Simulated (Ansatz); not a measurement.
System: PbO.

```yaml
crystal:
  lattice:
    - [5.26459, 0.00000, 0.00000]
    - [0.00000, 5.26459, 0.00000]
    - [0.00000, 0.00000, 5.26459]
  atoms:
    - { symbol: Pb, position: [0.00000, 0.00000, 0.00000] }
    - { symbol: Pb, position: [0.50000, 0.50000, 0.00000] }
    - { symbol: Pb, position: [0.50000, 0.00000, 0.50000] }
    - { symbol: Pb, position: [0.00000, 0.50000, 0.50000] }
    - { symbol: O, position: [0.50000, 0.00000, 0.00000] }
    - { symbol: O, position: [0.00000, 0.50000, 0.00000] }
    - { symbol: O, position: [0.00000, 0.00000, 0.50000] }
    - { symbol: O, position: [0.50000, 0.50000, 0.50000] }
```

Space group Fm-3m.

All numbers below come from Ansatz, DFT, PBE, PAW with Ansatz's default frozen-core files, scalar-relativistic.

> What will maps of the valence pseudo-density and electron localisation function show?

Pb–O (2.63 Å): the density is about 0.26 e/Å³ at the midpoint; the ELF is about 0.15 at the midpoint (no localised pair shows between them).

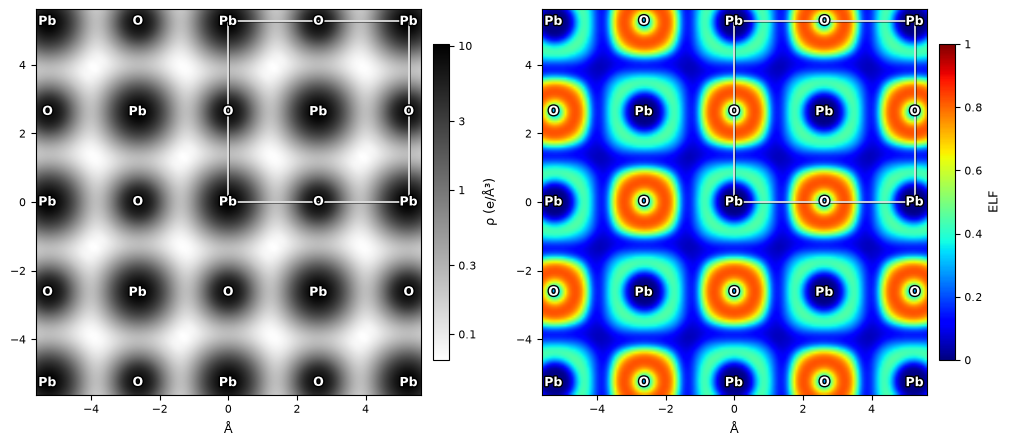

Computed valence pseudo-density and electron localisation function on the (010) plane of the conventional cell, in this order. 

The density is the valence pseudo-density of a PAW calculation; it isn't the true density close to the nuclei.
